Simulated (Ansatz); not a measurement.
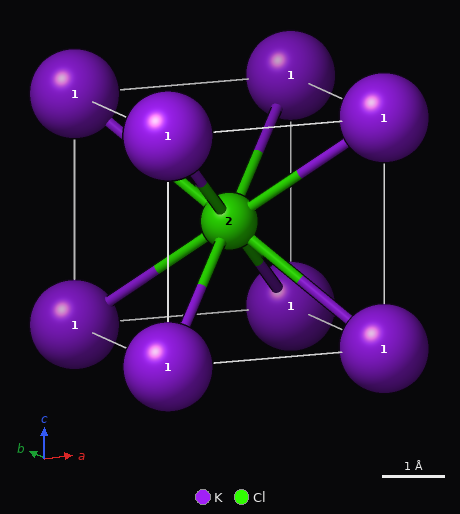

Reference structure: a symmetric starting cell of KCl. A ball-and-stick model of the cell of the calculation, seen slightly off an axis.

These are results of Ansatz, DFT PBE, scalar-relativistic, plane waves, PAW, not measurements. Set-up: plane-wave cutoff 420 eV; k-point mesh 6 × 6 × 6; occupations gaussian; smearing width 0.02 eV; no spin polarisation.

Change: All lengths are scaled by +1.1 % (volume +3.4 %), the atoms keeping their fractional coordinates. No relaxation follows. The starting cell wasn't computed here and needn't be at equilibrium, so pressure and forces aren't due to the change alone.

What does the calculation give for the changed structure?

The pressure is −0.6 GPa (not all of it need come from the change, since the unchanged cell can be under pressure at this level too). All forces vanish by symmetry. Some distances before and after: Cl–K 3.325 → 3.362 Å. The space group stays Pm-3m (No. 221).
